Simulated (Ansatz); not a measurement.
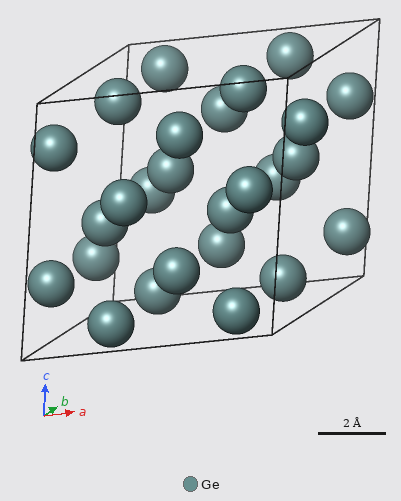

Starting frame of a dynamics run of a 24-atom cell of Ge (set up in Fmmm). Style: spheres-only. Shown: the simulation cell, slightly off an axis.

Computed with DFT PBEsol, scalar-relativistic, plane waves, PAW in Ansatz 0.2.0.

Input
```yaml
crystal:
  lattice:
    - [0.0, -5.733092896, 5.2042578057]
    - [4.9878589005, 2.866546448, 5.2042578057]
    - [-4.9878589005, 2.866546448, 5.2042578057]
  atoms:
    - { symbol: Ge, position: [0.1666666667, 0.443260861, 0.8900724723] }
    - { symbol: Ge, position: [0.5, 0.7765941943, 0.2234058057] }
    - { symbol: Ge, position: [0.8333333333, 0.1099275277, 0.556739139] }
    - { symbol: Ge, position: [0.0, 0.7765941943, 0.2234058057] }
    - { symbol: Ge, position: [0.3333333333, 0.1099275277, 0.556739139] }
    - { symbol: Ge, position: [0.6666666667, 0.443260861, 0.8900724723] }
    - { symbol: Ge, position: [0.1666666667, 0.8900724723, 0.443260861] }
    - { symbol: Ge, position: [0.5, 0.2234058057, 0.7765941943] }
    - { symbol: Ge, position: [0.8333333333, 0.556739139, 0.1099275277] }
    - { symbol: Ge, position: [0.3333333333, 0.556739139, 0.1099275277] }
    - { symbol: Ge, position: [0.6666666667, 0.8900724723, 0.443260861] }
    - { symbol: Ge, position: [0.0, 0.2234058057, 0.7765941943] }
    - { symbol: Ge, position: [0.4851532461, 0.7574146156, 0.7574146156] }
    - { symbol: Ge, position: [0.8184865795, 0.0907479489, 0.0907479489] }
    - { symbol: Ge, position: [0.1518199128, 0.4240812823, 0.4240812823] }
    - { symbol: Ge, position: [0.8481800872, 0.5759187177, 0.5759187177] }
    - { symbol: Ge, position: [0.1815134205, 0.9092520511, 0.9092520511] }
    - { symbol: Ge, position: [0.5148467539, 0.2425853844, 0.2425853844] }
    - { symbol: Ge, position: [0.3481684054, 0.5759070359, 0.5759070359] }
    - { symbol: Ge, position: [0.6815017387, 0.9092403693, 0.9092403693] }
    - { symbol: Ge, position: [0.0148350721, 0.2425737026, 0.2425737026] }
    - { symbol: Ge, position: [0.9851649279, 0.7574262974, 0.7574262974] }
    - { symbol: Ge, position: [0.3184982613, 0.0907596307, 0.0907596307] }
    - { symbol: Ge, position: [0.6518315946, 0.4240929641, 0.4240929641] }
basis:
  ecutwfc: 420
kpoints:
  mp_grid: { grid: [2, 2, 2], shift: [0.5, 0.5, 0.5] }
hamiltonian:
  xc: pbesol
scf:
  occupations: { method: fermi_dirac, width: 0.0517 }
  lower_state_search: "off"
  convergence: { dr2_threshold: 1.0e-07 }
output:
  forces: true
  stress: true
md:
  timestep: 3.0
  n_steps: 82
  ensemble: nvt_langevin
  temperature: 600.0
  initial_velocities: maxwell_boltzmann
  seed: 66409
  friction: 0.02
```

Command:
```bash
ansatz run input.yaml --threads 4 --pin off --max-ram 9216MiB --backend cpu --events-out ev --progress --plain --runs-dir out
```

> Predict how the run goes.

Over the second half the temperature averages 500 K (spread ±61 K). The potential energy in the second half lies on average 64.6 meV per atom above the first frame. The mean pressure there is 1.4 GPa. In the second half of the run the atoms are, in the root-mean-square, this far from where they began (common drift taken out): Ge 0.24 Å. That is small against the typical shortest distance between atoms in the first frame, about 2.6 Å: the atoms vibrate about their sites and the arrangement holds.

Along the run (each row but the first and the last is the mean over the interval that it begins):

| time (fs) | potential energy (meV/atom) | T (K) | p (GPa) |
| --- | --- | --- | --- |
| 0.0 | 0.0 | 575 | -1.4 |
| 39.0 | 47.3 | 419 | 0.3 |
| 78.0 | 47.4 | 515 | 0.8 |
| 117.0 | 61.5 | 487 | 1.3 |
| 156.0 | 67.9 | 519 | 1.5 |
| 195.0 | 65.4 | 491 | 1.4 |
| 234.0 | 60.8 | 564 | 1.4 |

The paths of the atoms, magnified 2 times:

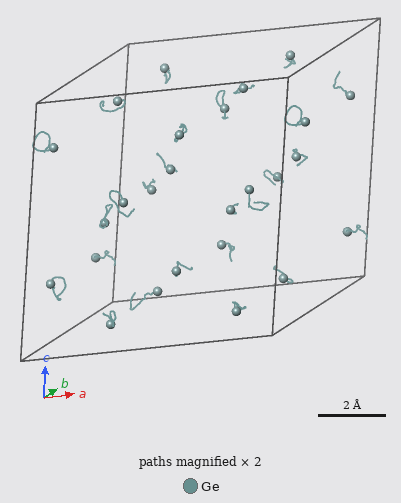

Limits of the set-up: the k-point mesh is coarse for a cell with partly filled bands.

The run took 7.4 min on 4 threads of AMD EPYC 9R14 (Zen 4), with other jobs on the host, peak memory 2.1 GiB.
